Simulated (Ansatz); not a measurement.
Input file:

```
crystal:
  lattice:
    - [0.0, 5.3553911397, 5.0742922929]
    - [-4.6379047741, -2.6776955698, 5.0742922929]
    - [4.6379047741, -2.6776955698, 5.0742922929]
  atoms:
    - { symbol: Si, position: [0.3901328826, 0.7214127671, 0.3878213871] }
    - { symbol: Si, position: [0.7219833897, 0.7214275827, 0.053514756] }
    - { symbol: Si, position: [0.3901461557, 0.3895826345, 0.7196390737] }
    - { symbol: Si, position: [0.3902021723, 0.0546244459, 0.0512405376] }
    - { symbol: Si, position: [0.7219642059, 0.3895920811, 0.387813876] }
    - { symbol: Si, position: [0.0558458915, 0.7214410296, 0.7196489637] }
    - { symbol: Si, position: [0.0585246069, 0.3912576479, 0.0516765026] }
    - { symbol: Si, position: [0.7219825906, 0.0552555544, 0.7196514992] }
    - { symbol: Si, position: [0.0553348896, 0.053816358, 0.3905303103] }
    - { symbol: Si, position: [0.4451406544, 0.7774847248, 0.7757521364] }
    - { symbol: Si, position: [0.7780577201, 0.7774980534, 0.4428663402] }
    - { symbol: Si, position: [0.4447941384, 0.4442428564, 0.1094333341] }
    - { symbol: Si, position: [0.444801719, 0.1111445517, 0.4425147642] }
    - { symbol: Si, position: [0.7780417965, 0.4446469088, 0.7757469126] }
    - { symbol: Si, position: [0.1138106619, 0.7796815955, 0.1052462207] }
    - { symbol: Si, position: [0.1117627862, 0.4442177201, 0.4425013007] }
    - { symbol: Si, position: [0.7793571044, 0.1092932018, 0.109752432] }
    - { symbol: Si, position: [0.1133985393, 0.1045029404, 0.7767835613] }
    - { symbol: C, position: [0.5149194993, 0.8474519897, 0.5126145206] }
    - { symbol: C, position: [0.8454707666, 0.844980571, 0.1802130899] }
    - { symbol: C, position: [0.5148915954, 0.5143318865, 0.8457415761] }
    - { symbol: C, position: [0.5158033069, 0.1810236385, 0.1792978777] }
    - { symbol: C, position: [0.8480405952, 0.5143269447, 0.512571393] }
    - { symbol: C, position: [0.1825030227, 0.844967844, 0.8432005234] }
    - { symbol: C, position: [0.1815918316, 0.5152443884, 0.1792748281] }
    - { symbol: C, position: [0.8454648812, 0.1819602159, 0.8432035186] }
    - { symbol: C, position: [0.1815874376, 0.1809854676, 0.5135171877] }
    - { symbol: C, position: [0.2369951855, 0.5693100026, 0.5675722479] }
    - { symbol: C, position: [0.5698906449, 0.5693005907, 0.2346572046] }
    - { symbol: C, position: [0.237635066, 0.236815995, 0.8980362299] }
    - { symbol: C, position: [0.2383642126, 0.9067218454, 0.2357198536] }
    - { symbol: C, position: [0.5698873207, 0.2364082354, 0.5675368248] }
    - { symbol: C, position: [0.9034471333, 0.5695704883, 0.9011101109] }
    - { symbol: C, position: [0.9045188028, 0.2397712391, 0.2331233429] }
    - { symbol: C, position: [0.570102876, 0.9028575774, 0.9011069807] }
    - { symbol: C, position: [0.9034419895, 0.9028852619, 0.5677613129] }
    - { symbol: H, position: [0.0498987959, 0.0530503899, 0.0400262448] }
  host:
    lattice:
      - [3.0919365161, 0.0, 0.0]
      - [-1.545968258, 2.6776955698, 0.0]
      - [0.0, 0.0, 5.0742922929]
    atoms:
      - { symbol: Si, position: [0.3333333333, 0.6666666667, 0.4995817072] }
      - { symbol: Si, position: [0.6666666667, 0.3333333333, 0.9995817072] }
      - { symbol: C, position: [0.3333333333, 0.6666666667, 0.8754182928] }
      - { symbol: C, position: [0.6666666667, 0.3333333333, 0.3754182928] }
total_charge: 1
basis:
  ecutwfc: 420
  xc_grid: 2
kpoints:
  mp_grid: { grid: [2, 2, 2], shift: [0.5, 0.5, 0.5] }
hamiltonian:
  xc: pbe
scf:
  occupations: { method: gaussian, width: 0.01 }
output:
  forces: true
  stress: false
  eigenvalues: true
  charged_corrections:
    defect_position: [0.06944444, 0.06944444, 0.06944444]
    epsilon: [[10.2148, 0.0, 0.0], [0.0, 10.2148, 0.0], [0.0, 0.0, 11.3838]]
  write_density: true
  write_potential: true
  elf: true
  volumetric_format: npy
relax:
  adjacent_minimum: "off"
  f_tol: 0.025
  max_steps: 45
```

Run with:

```sh
ansatz run input.yaml --threads 4 --pin off --max-ram 10240MiB --backend cpu --events-out ev --progress --plain --runs-dir out
```

The fields are those of the run's last geometry, not of the input's.

Theory: DFT PBE, scalar-relativistic, plane waves, PAW in Ansatz 0.2.0.

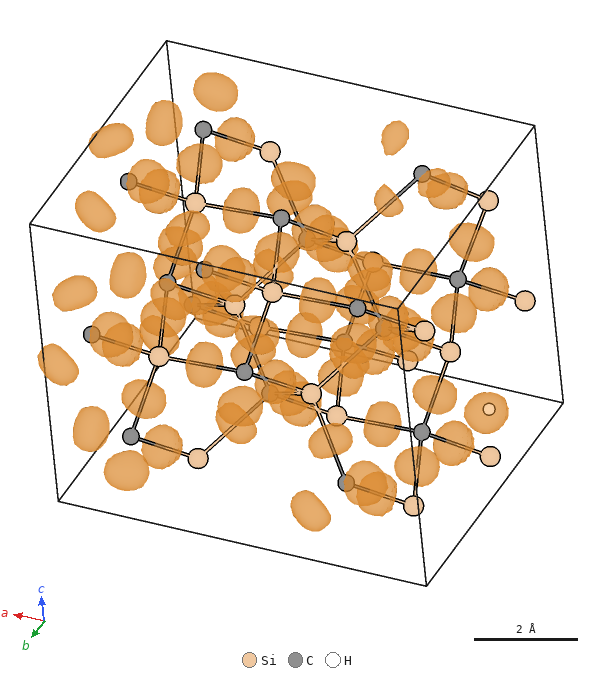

Si₁₈HC₁₈ (cell charge +1, with a compensating background) (cell with a defect). Isosurface of the electron localisation function at 0.85 (orange), seen at an oblique angle. Core shells and regions of very low density are left out. Sticks mark near contacts.

Core electrons are frozen (PAW), and the valence fields are smoothed inside the atomic spheres.

### Where are the electrons localised?

The ELF exceeds this value in 72 regions between bonded C–Si atoms (shared pairs) and one region around a hydrogen nucleus, counted in one cell of 37 atoms. Any copies at cell faces, edges or corners count once. Profiles from the grid: C–H (1.12 Å): the ELF climbs to about 1 towards the hydrogen, as it does in any bond to H (an ordinary covalent bond to hydrogen). Si–C (1.85 Å): the ELF peaks at about 0.95 between the atoms, as expected for localised, covalent bonding.
